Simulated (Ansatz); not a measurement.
# Random zinc-blende (B, In, Al)As solid solution (64 atoms) under strain

How stiff is random zinc-blende (B, In, Al)As solid solution (64 atoms), and how do its levels respond to strain?

Method: Kohn-Sham DFT, PBE, PAW (set soft_1), plane waves, in Ansatz 0.2.0.

### 1. Set-up

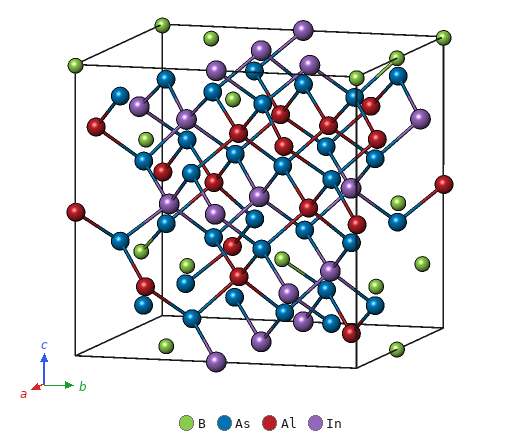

Start, viewed slightly off an axis; boron green, arsenic blue, aluminium red, indium purple. Bonds to atoms that aren't drawn are left out. Some periodic images of atoms are drawn too.

The cell holds 64 atoms: 10 B, 32 As, 11 Al and 11 In. Cell: a = 10.998 Å, b = 10.998 Å, c = 10.998 Å, α = 90.0°, β = 90.0°, γ = 90.0°. It derives from BAs and InAs and AlAs. Zinc-blende lattice (a = 5.499 Å, the mean of the end members), 2 x 2 x 2 cells, metal sites filled at random with 10 B, 11 In, 11 Al; every coordinate displaced by a Gaussian of 0.05 Å.

Limits known from the start: Only the Γ point is sampled.

### 2. Single point at the start

A single point comes first, to see the forces before anything moves.

Contents of input.yaml:

```yaml
crystal:
  lattice:
    - [10.998, 0.0, 0.0]
    - [0.0, 10.998, 0.0]
    - [0.0, 0.0, 10.998]
  atoms:
    - { symbol: B, position: [0.99977, 0.00059, 0.99581] }
    - { symbol: As, position: [0.12594, 0.12215, 0.1321] }
    - { symbol: Al, position: [0.99972, 0.24938, 0.24769] }
    - { symbol: As, position: [0.13371, 0.37042, 0.3658] }
    - { symbol: B, position: [0.24871, 0.002, 0.2539] }
    - { symbol: As, position: [0.36388, 0.12667, 0.3711] }
    - { symbol: B, position: [0.25164, 0.25167, 0.99629] }
    - { symbol: As, position: [0.37584, 0.37345, 0.13057] }
    - { symbol: Al, position: [0.00296, 0.00305, 0.49314] }
    - { symbol: As, position: [0.11875, 0.12495, 0.62451] }
    - { symbol: B, position: [0.99943, 0.25143, 0.75251] }
    - { symbol: As, position: [0.12676, 0.36697, 0.8726] }
    - { symbol: In, position: [0.25864, 0.99819, 0.75283] }
    - { symbol: As, position: [0.37143, 0.12814, 0.86771] }
    - { symbol: Al, position: [0.25044, 0.26137, 0.50211] }
    - { symbol: As, position: [0.37685, 0.37616, 0.6221] }
    - { symbol: In, position: [0.9977, 0.50065, 0.99962] }
    - { symbol: As, position: [0.13118, 0.62521, 0.13286] }
    - { symbol: In, position: [0.99507, 0.75758, 0.24519] }
    - { symbol: As, position: [0.12759, 0.87618, 0.37571] }
    - { symbol: B, position: [0.24798, 0.50288, 0.24894] }
    - { symbol: As, position: [0.37447, 0.62234, 0.37168] }
    - { symbol: Al, position: [0.24835, 0.74922, 0.00436] }
    - { symbol: As, position: [0.37797, 0.87414, 0.12352] }
    - { symbol: In, position: [0.98822, 0.49364, 0.50522] }
    - { symbol: As, position: [0.12965, 0.62296, 0.62443] }
    - { symbol: Al, position: [0.00128, 0.7422, 0.75048] }
    - { symbol: As, position: [0.12819, 0.87878, 0.87723] }
    - { symbol: Al, position: [0.25184, 0.49871, 0.74574] }
    - { symbol: As, position: [0.37152, 0.61724, 0.87104] }
    - { symbol: In, position: [0.25737, 0.75085, 0.5042] }
    - { symbol: As, position: [0.37653, 0.87372, 0.62754] }
    - { symbol: B, position: [0.51279, 0.99343, 0.99641] }
    - { symbol: As, position: [0.62647, 0.12715, 0.12697] }
    - { symbol: B, position: [0.5014, 0.24366, 0.24987] }
    - { symbol: As, position: [0.62579, 0.37597, 0.37021] }
    - { symbol: B, position: [0.74402, 0.99074, 0.24445] }
    - { symbol: As, position: [0.8724, 0.12017, 0.38118] }
    - { symbol: B, position: [0.75279, 0.2468, 0.00885] }
    - { symbol: As, position: [0.87691, 0.37679, 0.12643] }
    - { symbol: B, position: [0.4968, 0.99318, 0.49656] }
    - { symbol: As, position: [0.63054, 0.12911, 0.623] }
    - { symbol: In, position: [0.50491, 0.24224, 0.7531] }
    - { symbol: As, position: [0.62773, 0.37358, 0.87003] }
    - { symbol: Al, position: [0.75609, 0.99856, 0.7517] }
    - { symbol: As, position: [0.87047, 0.11975, 0.87888] }
    - { symbol: In, position: [0.74782, 0.25561, 0.49711] }
    - { symbol: As, position: [0.8804, 0.37567, 0.62651] }
    - { symbol: In, position: [0.49835, 0.50587, 1.0e-05] }
    - { symbol: As, position: [0.63012, 0.6305, 0.12355] }
    - { symbol: In, position: [0.49314, 0.75024, 0.25217] }
    - { symbol: As, position: [0.62302, 0.86578, 0.37299] }
    - { symbol: Al, position: [0.74842, 0.50434, 0.25801] }
    - { symbol: As, position: [0.87119, 0.62305, 0.37522] }
    - { symbol: In, position: [0.74426, 0.75515, 0.99441] }
    - { symbol: As, position: [0.87229, 0.87145, 0.13029] }
    - { symbol: In, position: [0.50251, 0.50023, 0.49823] }
    - { symbol: As, position: [0.63045, 0.62334, 0.62692] }
    - { symbol: Al, position: [0.49745, 0.74526, 0.75235] }
    - { symbol: As, position: [0.62936, 0.87878, 0.87342] }
    - { symbol: Al, position: [0.74972, 0.50332, 0.75015] }
    - { symbol: As, position: [0.8737, 0.62733, 0.87389] }
    - { symbol: Al, position: [0.74771, 0.75161, 0.50447] }
    - { symbol: As, position: [0.87172, 0.87191, 0.62479] }
kpoints:
  mp_grid: { grid: [1, 1, 1] }
hamiltonian:
  xc: pbe
  pseudopotentials: { kind: paw, azcp: { folder: soft_1 } }
scf:
  occupations: { method: fermi_dirac, width: 0.025 }
output:
  forces: true
```

On the command line:

```console
> ansatz run input.yaml --threads 4 --pin off --max-ram 8192MiB --backend cpu --events-out ev --progress --plain --runs-dir out
```

Numbers of over 12 decimals in the logs are rounded to 6 here.

Output:

```text
Engine: ansatz 0.2.0, x86_64-unknown-linux-gnu
Pseudopotentials: kind: paw
Pseudopotential: B, paw, valence charge 3, recommended cutoff 420 eV (normal), soft_1/B.paw.azcp
Pseudopotential: As, paw, valence charge 15, recommended cutoff 420 eV (normal), soft_1/As.paw.azcp
Pseudopotential: Al, paw, valence charge 3, recommended cutoff 420 eV (normal), soft_1/Al.paw.azcp
Pseudopotential: In, paw, valence charge 13, recommended cutoff 420 eV (normal), soft_1/In.paw.azcp
[... 5 lines on functional and potentials left out ...]
Crystal: 64 atoms, lattice volume = 1330.274 Å³
Basis set: ecut = 420 eV, 25821 PW (Γ), exchange–correlation on 150×150×150 points (8 copies of the dense FFT grid, shifted against one another)
Bands: 407, of which v1, the nominal top of the filled ones, is band 343 counted from 1 (342 counted from 0)
Symmetry: 1 space group operations
Space group: P1 (ITA 1), of the structure as read, at distance tolerance 1.1e-4 Å
k-points: 1
[... 9 lines on functional and potentials left out ...]
Initial density: superposition of atomic densities (chi_scale 0.1, normalization cell, long waves kept (reshape's long-wave potential 0.36 eV rms))
Initial wavefunctions: pseudopotential atomic-orbital guess
Functional: x = pbe(κ = 0.804, μ = 0.219515), c = pbe(β = 0.066725)
SCF iter   1: F=—  HF=-224427.704387 eV  |F-HF|=—  |Δ(HF+E_count)|=         —  Δρ=4.09e-2  dr2=3.39e1  ethr=3.10e-3  ⟨swp⟩=6.0  Hψ=1570  notcnv=0  defer=35
preconditioner: auto → Resta (q_TF=auto, 2.443 Å⁻¹)  ε∞=3.8  [insulator: Δε(μ)=0.765 eV  Ē_g=11.719 eV  σ=0.025 eV  W_gap=1.00  n_scr=340 (ndim 8)  ℏωp=19.5 eV  f_vac=0.000  D(μ)=0.00/eV (n_scr^D=0)  ε∞_Penn≈3.8]
SCF iter   2: F=—  HF=-224422.532195 eV  |F-HF|=—  |Δ(HF+E_count)|=    5.17e0  Δρ=2.33e-2  dr2=7.10e0  ethr=3.10e-3  ⟨swp⟩=2.0  Hψ=485  notcnv=0  defer=51
SCF iter   3: F=—  HF=-224421.440717 eV  |F-HF|=—  |Δ(HF+E_count)|=    1.09e0  Δρ=6.93e-3  dr2=1.26e0  ethr=1.03e-3  ⟨swp⟩=2.0  Hψ=591  notcnv=0  defer=51
SCF iter   4: F=—  HF=-224421.306150 eV  |F-HF|=—  |Δ(HF+E_count)|=   1.35e-1  Δρ=1.98e-3  dr2=7.74e-2  ethr=1.83e-4  ⟨swp⟩=3.0  Hψ=725  notcnv=0  defer=51
SCF iter   5: F=—  HF=-224421.337802 eV  |F-HF|=—  |Δ(HF+E_count)|=   3.17e-2  Δρ=8.27e-4  dr2=1.09e-2  ethr=1.13e-5  ⟨swp⟩=2.0  Hψ=712  notcnv=0  defer=42
automatic band count: iteration 5 solves 398 bands in place of 407: the levels show a gap, and the empty bands left out lie too high to hold charge; the band table lists the bands solved (type scf.n_extra_bands for more)
SCF iter   6: F=—  HF=-224421.352403 eV  |F-HF|=—  |Δ(HF+E_count)|=   1.46e-2  Δρ=2.59e-4  dr2=1.62e-3  ethr=1.59e-6  ⟨swp⟩=2.0  Hψ=712  notcnv=0  defer=42
SCF iter   7: F=—  HF=-224421.353672 eV  |F-HF|=—  |Δ(HF+E_count)|=   1.27e-3  Δρ=9.60e-5  dr2=1.65e-4  ethr=2.36e-7  ⟨swp⟩=2.0  Hψ=699  notcnv=0  defer=42
SCF iter   8: F=—  HF=-224421.353875 eV  |F-HF|=—  |Δ(HF+E_count)|=   2.03e-4  Δρ=3.27e-5  dr2=2.24e-5  ethr=2.40e-8  ⟨swp⟩=2.0  Hψ=699  notcnv=0  defer=42
SCF iter   9: F=—  HF=-224421.353269 eV  |F-HF|=—  |Δ(HF+E_count)|=   6.06e-4  Δρ=9.38e-6  dr2=1.58e-6  ethr=3.27e-9  ⟨swp⟩=2.0  Hψ=741  notcnv=0  defer=42
SCF iter  10: F=—  HF=-224421.353271 eV  |F-HF|=—  |Δ(HF+E_count)|=   1.98e-6  Δρ=3.73e-6  dr2=2.94e-7  ethr=2.31e-10  ⟨swp⟩=2.0  Hψ=694  notcnv=0  defer=42
SCF iter  11: F=-224421.353271 eV  HF=-224421.353271 eV  |F-HF|=3.65e-8  |Δ(HF+E_count)|=   4.24e-7  Δρ=1.52e-6  dr2=6.75e-8  ethr=1.46e-11  ⟨swp⟩=4.0  Hψ=1431  notcnv=0
SCF 1 converged in 11 iterations: F = -224421.353271 eV  dr2 = 6.75e-8
  greatest PAW one-centre occupation: 0.999 electrons in one spin orbital (limit 2), on the As atom at site 33 (counted from 0), in its partial waves of l = 2
SCF converged after 11 iterations
Free energy (F): -224421.353271 eV
Harris-Foulkes:  -224421.353271 eV  (|F-HF|=3.65e-8)
Internal energy: -224421.353271 eV  (E = F + TS)
E sigma→0 (E₀):  -224421.353271 eV
Entropy (-TS):   -0.000000 eV (-0.000 meV/atom)
Fermi energy:    8.768461 eV
--- Per-component energies (eV) ---
  E_band       = -8537.196512
  E_kinetic    = 6314.925111
  E_local      = -87756.130584  (includes V_loc(G=0)·N_el)
  E_nonlocal   = -8774.985625
  E_hartree    = 46242.134034
  E_xc         = -4583.917168
  E_vxc        = -4072.484061  (∫ρ·V_xc dr)
  E_paw        = -116694.352161  (= ΣΔE_a)
  E_vpaw       = -6732.799052  (= ΣTr[D̂ρ^β])
  E_aug_tail   = 0.001467  (compensation charges beyond the density's cutoff)
  E_ewald      = -59169.028344
  E_smearing   = -0.000000  (= −TS)
  E_closure    = -0.000000  (closes the sum)
  Σ components = -224421.353271   (vs F -224421.353271, Δ=0.00e0)
--- Forces (eV/Å), atoms counted from 1 ---
  atom   1  B      0.18275064     0.08714901     0.56310847
  atom   2  As     1.44490730    -1.45928027    -2.17772927
  atom   3  Al    -0.47914602    -0.48483114     0.53595473
  atom   4  As     0.69964608     1.93184395    -1.49956732
  atom   5  B     -0.06611059     0.07708752    -0.41087365
  atom   6  As     2.05958205    -1.67477243    -0.91944041
  atom   7  B     -0.06945501    -0.43073985     0.34433530
  atom   8  As    -2.00210025    -1.91790092     1.45003176
  atom   9  Al    -0.33498427    -0.66812862     0.89566209
  atom  10  As    -1.09761770     2.41514291     0.72087249
  atom  11  B      0.16728414    -0.39646493    -0.05061101
  atom  12  As     0.70710032    -2.58816028    -0.72123061
  atom  13  In    -2.17595667     0.24469004    -1.15724016
  atom  14  As     0.39039947     0.66503420     6.86802725
[...]
atom  63  Al     0.30100819    -0.20750319    -0.48234271
  atom  64  As     1.30509170     0.20123099     0.02425558
  max |Σ_I F_I| component: 2.20e-5 eV/Å
```

Wall time 11 s (4 threads of AMD EPYC 9R14 (Zen 4), shared host); peak memory 1.8 GiB.

The r.m.s. force at the start is 1.7 eV/Å.

### 3. Cell and atoms relaxed

The cell is relaxed with the atoms, since the starting lattice needn't suit this functional.

Contents of input.yaml:

```yaml
crystal:
  lattice:
    - [10.998, 0.0, 0.0]
    - [0.0, 10.998, 0.0]
    - [0.0, 0.0, 10.998]
  atoms:
    [... the 64 atom lines of step 2 ...]
kpoints:
  mp_grid: { grid: [1, 1, 1] }
hamiltonian:
  xc: pbe
  pseudopotentials: { kind: paw, azcp: { folder: soft_1 } }
scf:
  occupations: { method: fermi_dirac, width: 0.025 }
output:
  forces: true
relax:
  f_tol: 0.05
  max_steps: 150
  cell: {}
```

Output:

```text
[...]
Crystal: 64 atoms, lattice volume = 1330.274 Å³
Basis set: ecut = 420 eV, 25821 PW (Γ), exchange–correlation on 150×150×150 points (8 copies of the dense FFT grid, shifted against one another)
Bands: 412, of which v1, the nominal top of the filled ones, is band 343 counted from 1 (342 counted from 0)
Symmetry: 1 space group operations
[...]
k-points: 1
[...]
SCF iter   1: F=—  HF=-224427.702718 eV  |F-HF|=—  |Δ(HF+E_count)|=         —  Δρ=4.09e-2  dr2=3.39e1  ethr=3.10e-3  ⟨swp⟩=7.0  Hψ=1709  notcnv=0  defer=10
[...]
SCF iter  10: F=—  HF=-224421.353271 eV  |F-HF|=—  |Δ(HF+E_count)|=   2.05e-6  Δρ=3.73e-6  dr2=2.84e-7  ethr=2.18e-10  ⟨swp⟩=2.0  Hψ=694  notcnv=0  defer=56
SCF iter  11: F=-224421.353271 eV  HF=-224421.353271 eV  |F-HF|=3.94e-8  |Δ(HF+E_count)|=   4.26e-7  Δρ=1.54e-6  dr2=6.47e-8  ethr=1.46e-11  ⟨swp⟩=4.0  Hψ=1445  notcnv=0
SCF 1 converged in 11 iterations: F = -224421.353271 eV  dr2 = 6.47e-8
[...]
relax step   1: F+E_penalty+E_count = -224421.35327147 eV  Δ(F+E_penalty+E_count) = +0.000e0 eV  max|allowed force component| = 6.868e0 eV/Å  Δτ_max = 0.0000 Å  P = +11.019 GPa  Ω = 1330.274 Å³  (11 SCF iters, dr2 threshold 1.00e-7 eV, accepted)
[... from here on, the SCF cycles and remarks between the steps are left out ...]
relax step   2: F+E_penalty+E_count = -224435.72050990 eV  Δ(F+E_penalty+E_count) = -1.437e1 eV  max|allowed force component| = 3.574e0 eV/Å  Δτ_max = 0.1947 Å  P = +3.246 GPa  Ω = 1397.430 Å³  energy of the carried Pulay correction = -1.448e-2 eV  (7 SCF iters, dr2 threshold 6.40e-6 eV, accepted)
relax step   3: F+E_penalty+E_count = -224442.64208946 eV  Δ(F+E_penalty+E_count) = -6.922e0 eV  max|allowed force component| = 1.544e0 eV/Å  Δτ_max = 0.1946 Å  P = +1.174 GPa  Ω = 1400.621 Å³  energy of the carried Pulay correction = -1.515e-2 eV  (7 SCF iters, dr2 threshold 6.40e-6 eV, accepted)
relax step   4: F+E_penalty+E_count = -224445.51515908 eV  Δ(F+E_penalty+E_count) = -2.873e0 eV  max|allowed force component| = 5.858e-1 eV/Å  Δτ_max = 0.1949 Å  P = +0.717 GPa  Ω = 1392.677 Å³  energy of the carried Pulay correction = -1.348e-2 eV  (7 SCF iters, dr2 threshold 6.40e-6 eV, accepted)
relax step   5: F+E_penalty+E_count = -224446.03154951 eV  Δ(F+E_penalty+E_count) = -5.164e-1 eV  max|allowed force component| = 1.964e-1 eV/Å  Δτ_max = 0.2000 Å  P = +0.157 GPa  Ω = 1395.058 Å³  energy of the carried Pulay correction = -1.398e-2 eV  (7 SCF iters, dr2 threshold 6.40e-6 eV, accepted)
relax step   6: F+E_penalty+E_count = -224446.05481966 eV  Δ(F+E_penalty+E_count) = -2.327e-2 eV  max|allowed force component| = 1.328e-1 eV/Å  Δτ_max = 0.1013 Å  P = +0.029 GPa  Ω = 1397.412 Å³  energy of the carried Pulay correction = -1.448e-2 eV  (7 SCF iters, dr2 threshold 2.41e-6 eV, accepted)
relax step   7: F+E_penalty+E_count = -224446.08602870 eV  Δ(F+E_penalty+E_count) = -3.121e-2 eV  max|allowed force component| = 3.104e-2 eV/Å  Δτ_max = 0.0490 Å  P = +0.005 GPa  Ω = 1397.851 Å³  energy of the carried Pulay correction = -1.457e-2 eV  (7 SCF iters, dr2 threshold 1.10e-6 eV, accepted)
relax step   8: F+E_penalty+E_count = -224446.10613142 eV  Δ(F+E_penalty+E_count) = -2.010e-2 eV  max|allowed force component| = 3.090e-2 eV/Å  Δτ_max = 0.0000 Å  P = +0.019 GPa  Ω = 1397.851 Å³  stress off target by 3.84e-2 GPa  SCF on the basis re-selected at this cell (its energy is not comparable with the rows above)  (7 SCF iters)
basis re-selected at this cell: Δ(F+E_penalty+E_count) = -2.010e-2 eV, ΔP = +0.014 GPa vs the last step (what re-selecting the basis moved, of the pressure what is left beyond the Pulay correction that the steps carried, after the strain that the cell walked since its last selection, [...]
SCF converged after 7 iterations
Free energy (F): -224446.106131 eV
[...]
Internal energy: -224446.106013 eV  (E = F + TS)
E sigma→0 (E₀):  -224446.106072 eV
Entropy (-TS):   -0.000118 eV (-0.002 meV/atom)
Fermi energy:    8.044518 eV
[...]
Σ components = -224446.106131   (vs F -224446.106131, Δ=0.00e0)
--- Forces (eV/Å), atoms counted from 1 ---
  atom   1  B      0.00824373    -0.01290126    -0.00587584
  atom   2  As     0.01334189    -0.00897618     0.00027894
  atom   3  Al    -0.00292285     0.01297507    -0.00301384
  atom   4  As    -0.00994502     0.00450787    -0.00653594
[...]
atom  64  As     0.00094787     0.00641186     0.00427147
  max |Σ_I F_I| component: 5.24e-7 eV/Å
--- Stress (GPa, compression-positive) ---
        0.012566      -0.011033       0.008356
       -0.011028       0.019872      -0.009518
        0.008363      -0.009519       0.023403
  P = ⅓ Tr σ = 0.0186 GPa (0.186 kbar)
--- Relaxed structure (7 steps of the walk, 7 accepted, 1 SCFs on fresh bases) ---
  F+E_penalty+E_count = -224446.10613142 eV   max|allowed force component| = 3.090e-2 eV/Å   (the final SCF, on the basis selected at the relaxed cell)
  cell:  # Å, volume = 1397.8507 Å³
    - [11.128683, 0.019263, -0.00504973]
    - [0.019263, 11.259535, 0.021741]
    - [-0.00504973, 0.021741, 11.155771]
  atoms:
    - { symbol: B, position: [1.000456, 0.018565, 1.012481] }
    - { symbol: As, position: [0.137812, 0.117291, 0.118596] }
    - { symbol: Al, position: [1.002718, 0.239963, 0.239275] }
    - { symbol: As, position: [0.137292, 0.373794, 0.353621] }
[...]
- { symbol: As, position: [0.872996, 0.882284, 0.626374] }
```

It took 71 s on 4 threads; peak memory 1.9 GiB.

The relaxation converged after 7 steps, with a largest force component of 0.031 eV/Å.

### 4. Single point at the relaxed geometry

The electronic structure is read at the final geometry, in a run of its own.

Contents of input.yaml:

```yaml
crystal:
  lattice:
    - [11.12868, 0.01926, -0.00505]
    - [0.01926, 11.25953, 0.02174]
    - [-0.00505, 0.02174, 11.15577]
  atoms:
    - { symbol: B, position: [0.00046, 0.01857, 0.01248] }
    - { symbol: As, position: [0.13781, 0.11729, 0.1186] }
    - { symbol: Al, position: [0.00272, 0.23996, 0.23927] }
    - { symbol: As, position: [0.13729, 0.37379, 0.35362] }
    - { symbol: B, position: [0.26243, 0.01527, 0.23699] }
    - { symbol: As, position: [0.38677, 0.11622, 0.35536] }
    [... 52 atom lines left out ...]
    - { symbol: Al, position: [0.50362, 0.7638, 0.74774] }
    - { symbol: As, position: [0.58939, 0.91499, 0.88707] }
    - { symbol: Al, position: [0.76078, 0.48534, 0.75754] }
    - { symbol: As, position: [0.87371, 0.62731, 0.86891] }
    - { symbol: Al, position: [0.74614, 0.75948, 0.49876] }
    - { symbol: As, position: [0.873, 0.88228, 0.62637] }
kpoints:
  mp_grid: { grid: [1, 1, 1] }
hamiltonian:
  xc: pbe
  pseudopotentials: { kind: paw, azcp: { folder: soft_1 } }
scf:
  occupations: { method: fermi_dirac, width: 0.025 }
output:
  forces: true
  stress: true
  populations: true
  dos:
    method: { smearing: { sigma: 0.15 } }
    de: 0.1
    projected: { site_lists: { Al: [Al], As: [As], B: [B], In: [In] } }
  eigenvalues: true
  write_density: true
  write_potential: true
  volumetric_format: npy
  elf: true
```

Output:

```text
[...]
Crystal: 64 atoms, lattice volume = 1397.850 Å³
Basis set: ecut = 420 eV, 27341 PW (Γ), exchange–correlation on 150×160×150 points (8 copies of the dense FFT grid, shifted against one another)
Bands: 412, of which v1, the nominal top of the filled ones, is band 343 counted from 1 (342 counted from 0)
Symmetry: 1 space group operations
[...]
k-points: 1
[...]
SCF iter   1: F=—  HF=-224453.316134 eV  |F-HF|=—  |Δ(HF+E_count)|=         —  Δρ=3.99e-2  dr2=3.51e1  ethr=3.10e-3  ⟨swp⟩=6.0  Hψ=1592  notcnv=0  defer=34
[...]
SCF iter  11: F=-224446.106128 eV  HF=-224446.106128 eV  |F-HF|=4.13e-9  |Δ(HF+E_count)|=   3.13e-7  Δρ=1.61e-6  dr2=8.38e-8  ethr=1.46e-11  ⟨swp⟩=17.0  Hψ=3615  notcnv=0
SCF 1 converged in 11 iterations: F = -224446.106128 eV  dr2 = 8.38e-8
[...]
SCF converged after 11 iterations
Free energy (F): -224446.106128 eV
[...]
Internal energy: -224446.106010 eV  (E = F + TS)
E sigma→0 (E₀):  -224446.106069 eV
Entropy (-TS):   -0.000118 eV (-0.002 meV/atom)
Fermi energy:    8.044522 eV
[...]
--- Forces (eV/Å), atoms counted from 1 ---
  atom   1  B      0.00783389    -0.01316017    -0.00598620
  atom   2  As     0.01380937    -0.00928393    -0.00031815
  atom   3  Al    -0.00353085     0.01275845    -0.00195773
  atom   4  As    -0.00982172     0.00492491    -0.00661930
  atom   5  B      0.00009046    -0.00332764     0.00353978
  atom   6  As     0.00077146     0.01485277     0.00362540
  atom   7  B      0.01242256    -0.00344974    -0.00310431
  atom   8  As     0.00614346    -0.00167610     0.00847594
  atom   9  Al    -0.00349215    -0.00225710    -0.00742712
  atom  10  As     0.00025746     0.01087240     0.00119941
  atom  11  B     -0.01201683    -0.00173301     0.01786343
  atom  12  As    -0.00443257     0.00725459    -0.01086256
  atom  13  In     0.01063842     0.00299154     0.00564346
  atom  14  As    -0.01003991    -0.00881186     0.01122990
[...]
atom  63  Al     0.00185784     0.00712857    -0.00092876
  atom  64  As     0.00035460     0.00678946     0.00483551
  max |Σ_I F_I| component: 3.83e-5 eV/Å
--- Stress (GPa, compression-positive) ---
        0.012629      -0.010877       0.008223
       -0.010871       0.019925      -0.009847
        0.008230      -0.009848       0.023447
  P = ⅓ Tr σ = 0.0187 GPa (0.187 kbar)
--- Band table (eV) ---
[...]
--- Löwdin populations: 64 sites ---
  site symbol       q [e]
     0      B      3.4106
     1     As     14.6911
     2     Al      2.6667
[...]
63     As     15.3549
  spilling = 0.002100 (of n_electrons = 686.000000)
```

Wall time 18 s (4 threads); peak memory 2 GiB.

Read from the output:

- free energy: -224446.1061 eV
- free energy per atom: -3506.9704 eV/atom
- SCF cycles: 11
- pressure: 0.01867 GPa
- r.m.s. force component: 0.00899 eV/Å
- longest force: 0.03412 eV/Å
- Fermi energy: 8.045 eV
- gap (highest filled to lowest empty level): 0.466 eV
- spilling of the projection: 0.0021

(Part 1 of 3 ends here.)

[Logs are printed without paths, hosts, clocks, repeated set-up lines and the standing remarks that a program may print on its own settings, such as how far it seeks lower states.]

[Hosts, paths, dates, database ids (printed as entryN), source tags and the programs' standing remarks are cut or masked in the printed files.]
